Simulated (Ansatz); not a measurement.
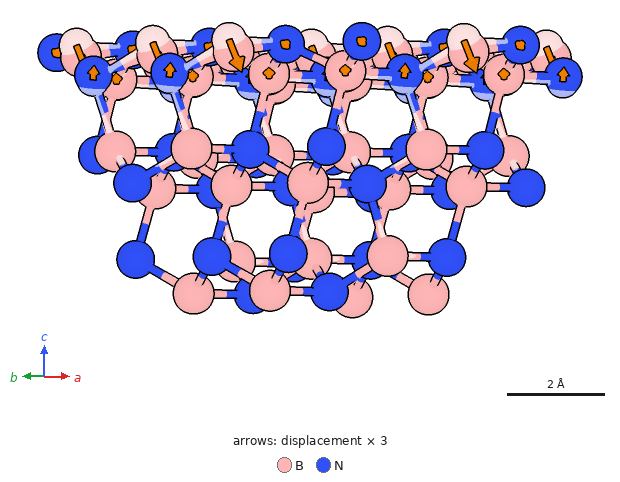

A relaxation of a slab of composition B$_{16}$N$_{16}$. The starting structure is drawn faded, the final one solid; orange arrows show the displacements, magnified 3 times.

A ball-and-stick model of the atoms within 5.8 Å of the atom that moves most (axes of the 2 × 2 repeat of the cell, outlined in the plane, without the vacuum (origin shifted)), seen from a free direction.

Level of theory: Ansatz, DFT, PBEsol, PAW, plane waves. Settings: plane-wave cutoff 420 eV; k-point mesh 4 × 6 × 1; no spin polarisation; atoms relaxed in a fixed cell; force threshold 0.03 eV/Å; at most 80 steps.

### Which element moves most?

Boron: up to 0.26 Å, against 0.12 Å for nitrogen.

### Describe the change and its energy.

The energy falls by 2.964 eV per cell of the calculation in 5 geometry steps. Largest force component: 4.3 eV/Å at the start, 0.015 eV/Å at the end. A B atom moves most relative to the layer's centre: 0.26 Å at 29° to the normal (−c side). Largest moves by element: B 0.26 Å, N 0.12 Å. The cell stays as it was. Among the contacts that change: B–N 1.576 → 1.389 Å, B–N 1.532 → 1.678 Å, B–N 1.603 → 1.500 Å, B–N 1.624 → 1.557 Å. Among the angles between lasting bonds that change: B–N–B 110.5° → 96.1°, B–N–B 107.1° → 96.1°, N–B–N 108.9° → 118.9°. Cost: 5.5 s on 1 × NVIDIA GB200 with 8 threads of Arm Neoverse-V2, peak memory 1.7 GiB.
